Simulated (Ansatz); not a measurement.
# Zr3S2: what the fields show

```
Zr S
1.0
     3.56773    0.00000    0.00000
     0.00000    3.56773    0.00000
     0.00000    0.00000   15.29115
Zr S
6 4
Direct
  0.50000 0.50000 0.12730
  0.00000 0.00000 0.62730
  0.00000 0.00000 0.37270
  0.50000 0.50000 0.87270
  0.00000 0.00000 0.00000
  0.50000 0.50000 0.50000
  0.00000 0.00000 0.17612
  0.50000 0.50000 0.67612
  0.50000 0.50000 0.32388
  0.00000 0.00000 0.82388
```

Space group I4/mmm; a generated structure, not necessarily the stable one.

The calculation used DFT PBE, scalar-relativistic, plane waves, PAW (Ansatz).

The density is the valence pseudo-density of a PAW calculation; it isn't the true density close to the nuclei.

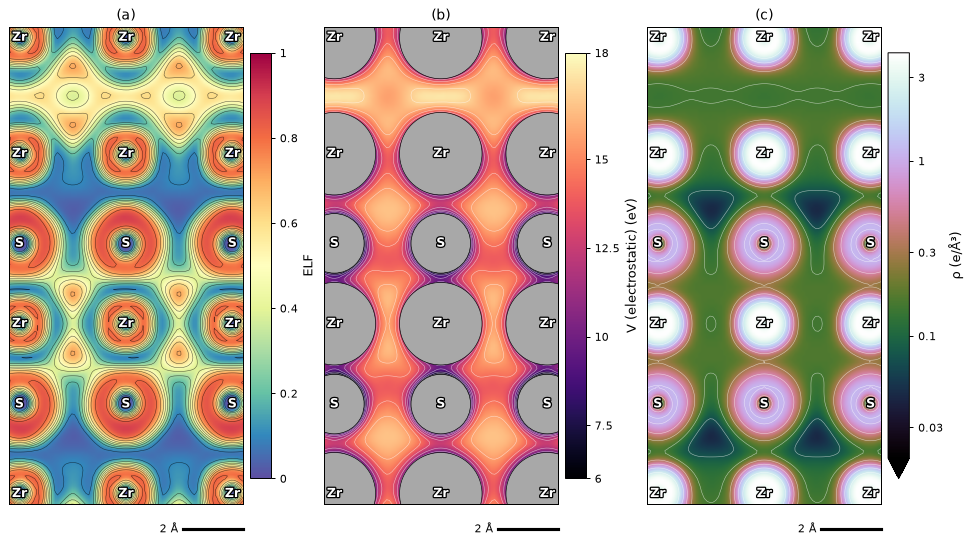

Figure 1. (a) ELF; (b) electrostatic potential energy of an electron; (c) valence pseudo-density on the (100) plane of the conventional cell. Grey discs cover the atomic cores in the potential map.

What does the map show?

Answer. The section cuts through Zr and S sites. Zr–S (2.69 Å): the density is about 0.29 e/Å³ at the midpoint; the ELF peaks at about 0.80 in the valence shell of S, 0.8 Å from its nucleus, and is about 0.20 at the midpoint: no shared electron pair shows on this line. Zr–S (3.01 Å): the density is about 0.16 e/Å³ at the midpoint; the ELF peaks at about 0.90 in the valence shell of S, 0.9 Å from its nucleus, and drops to about 0.05 between the two atoms: no shared electron pair shows on this line. Between the atoms the lowest density in this plane is 0.05 e/Å³. The ELF has a maximum of about 0.70 in the space between the atoms, 2.0 Å from four Zr atoms, on no atom or two-centre bond. The features right at Zr lie inside the PAW spheres, where the map follows smoothed inner orbitals and isn't to be read closely. Outside the cores the potential energy rises away from the atoms and is highest about 1.9 Å from the nearest atoms; its zero is arbitrary.

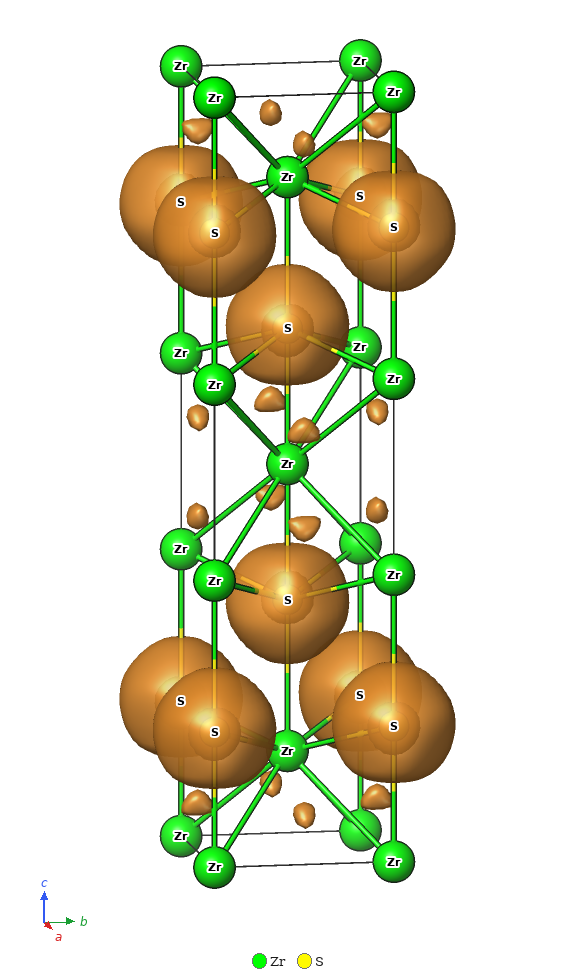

Figure 2. Isosurface of the ELF at 0.65 (orange), seen slightly off an axis. Only the valence region is drawn (cores and ρ < 0.01 e/Å³ removed). Sticks mark near contacts.

Identify the bonds, lone pairs and shells in this picture.

Answer. At this value the surface marks out four regions wrapped around S (the valence shell of each) and eight pockets between the atoms, centred on no nucleus (multi-centre or interstitial), counted in one cell of 10 atoms. Any copies at cell faces, edges or corners count once. Profiles from the grid: Zr–S (2.63 Å): the ELF peaks at about 0.85 in the valence shell of S, 0.8 Å from its nucleus, and is about 0.30 at the midpoint (no localised pair shows between them). Zr–Zr (3.19 Å): the ELF is about 0.20 at the midpoint; no shared electron pair shows on this line.

Does the calculation give a band gap?

Answer. It is metallic or semimetallic at this level of theory: no gap opens.
